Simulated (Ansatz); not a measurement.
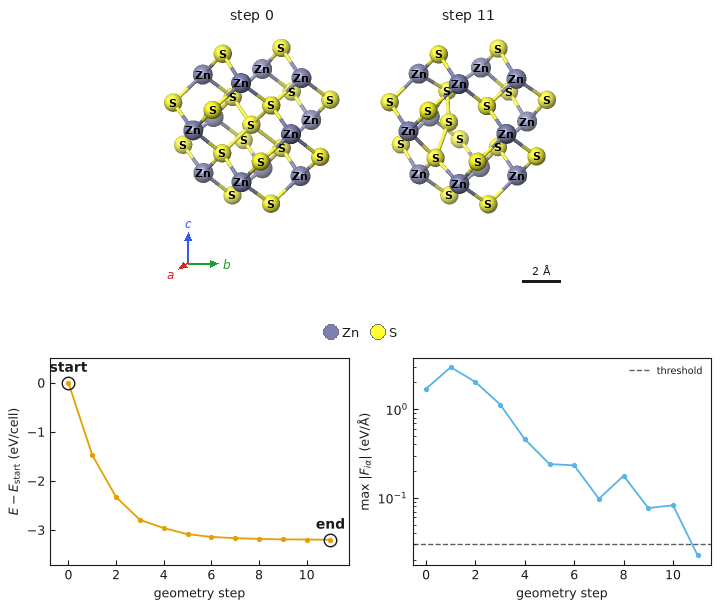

First and last geometry of a relaxation of a defect cell of composition Zn31S33 (cell charge −1), with the history of the run. A ball-and-stick model of the atoms within 5.0 Å of the atom that moves most (axes of the cell of the calculation (origin shifted)), seen slightly off an axis.

The atoms of the start lie slightly off their symmetric places, so part of the fall in energy undoes that.

Method: Ansatz 0.2.0, DFT, PBEsol, PAW, plane waves. Settings: plane-wave cutoff 420 eV; k-point mesh 1 × 1 × 1; mesh shifted by (0.25, 0.25, 0.25); collinear spin; atoms relaxed in a fixed cell; force threshold 0.03 eV/Å; at most 80 steps.

What do the curves and the structures tell?

Answer. It converged. An S atom moves most: 1.00 Å roughly along −b. Largest moves by element: S 1.00 Å, Zn 0.18 Å. The lattice vectors keep their values. Some distances before and after: S–S 2.381 → 3.142 Å, S–S 2.298 → 2.843 Å, S–Zn 2.344 → 2.246 Å, S–Zn 2.347 → 2.278 Å. Bonds break, among them: S–S (2.38 → 3.14 Å). Among the angles between lasting bonds that change: S–S–S 110.8° → 156.7°, Zn–S–S 108.1° → 84.3°, Zn–S–S 106.9° → 84.5°. Over 11 geometry steps the energy falls by 3.198 eV per cell of the calculation. The largest force component goes from 1.7 to 0.022 eV/Å. The program noted that the starting moments weren't kept.

Limits of the set-up: the cell is charged, on a uniform background, and energies carry no finite-size correction.
